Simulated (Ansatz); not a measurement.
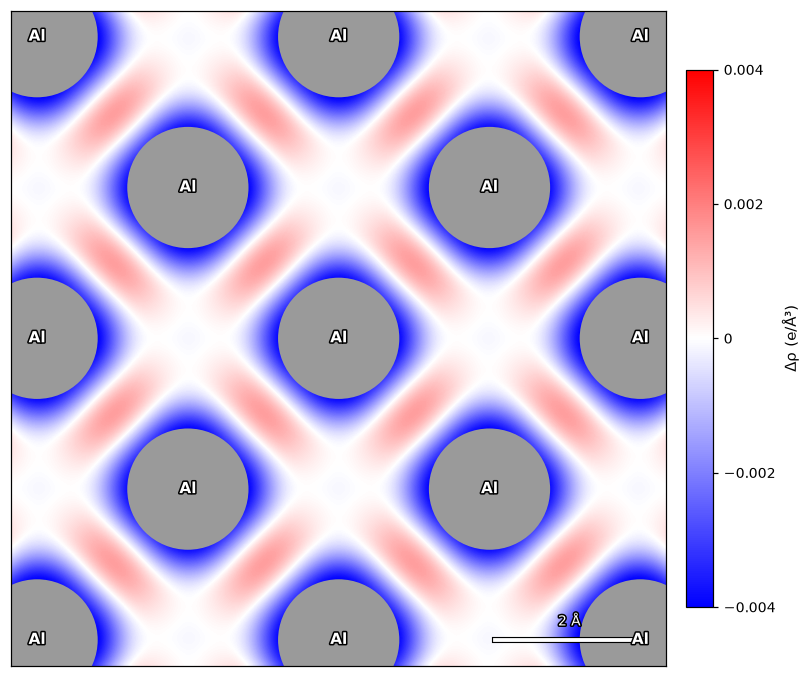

Al: difference of two self-consistent densities at the same geometry, ρ(HSE06) − ρ(PBEsol), on the (001) plane of the conventional cell. Grey discs cover the cores, where the PAW densities can't be compared. Cores are masked to 0.8 Å (Al).

Space group Fm-3m.

Both runs: Ansatz, scalar-relativistic, plane waves and PAW, same cutoff, k-points and PAW files (made with PBE).

Q: How does the change of level move the electrons?

A: Against PBEsol, and outside the masked cores, the largest gain, 0.005 e/Å³, lies 1.8 Å from an aluminium nucleus, and the largest loss lies at the edge of the masked core of Al. At this volume the pressure is −2 GPa with PBEsol and roughly −2 GPa with HSE06.
